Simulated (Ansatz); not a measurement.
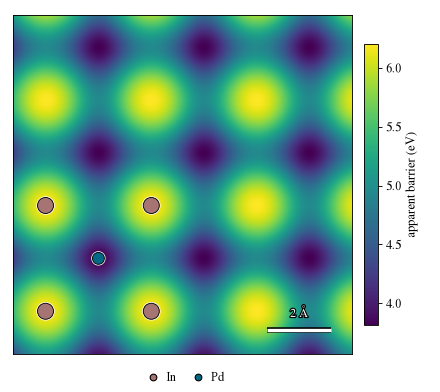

Map of the apparent barrier height, 0.952 eV Å² × (d ln I/dz)², 3.4 Å above InPd(100) (Pm-3m bulk, the cell from a database of computed structures, not from a measurement, 8 atomic planes (those closer than 0.6 Å count as one), 11 Å, In-terminated) at −0.50 V; lighter colours are higher.

Images follow the Tersoff–Hamann model: the current is the local density of the sample's states between the Fermi level and the bias, at the tip's centre. Bias windows are sharp sums over the levels of the k mesh.

The calculation used DFT PBEsol, scalar-relativistic, plane waves, PAW (Ansatz). Cutoff 420 eV, 15 × 15 k-points, Gaussian smearing 0.1 eV, dipole correction. The slab is a cut without reconstruction beyond its cell, at the source's lattice constants, with its lower half held fixed and the rest relaxed. No spin polarisation. Spin–orbit coupling is left out; with In it can shift levels and gaps. The run couldn't confirm all of its levels under its output density. The run warns that the functional's potential is rough in the thin density of the vacuum, where the tip is; weak contrasts and barriers may feel it. On this mesh the free atoms still feel up to 0.20 eV/Å.

> Where is the apparent barrier highest and lowest, and over what range?

It is highest, 6.2 eV, over the top In atoms, and lowest, 3.8 eV, over the sites above the Pd atoms 1.6 Å below the top plane. The vacuum level lies 4.28 eV above zero bias. The high values lie on or round the bright spots: there the density falls fastest, as the corrugation dies out with height.
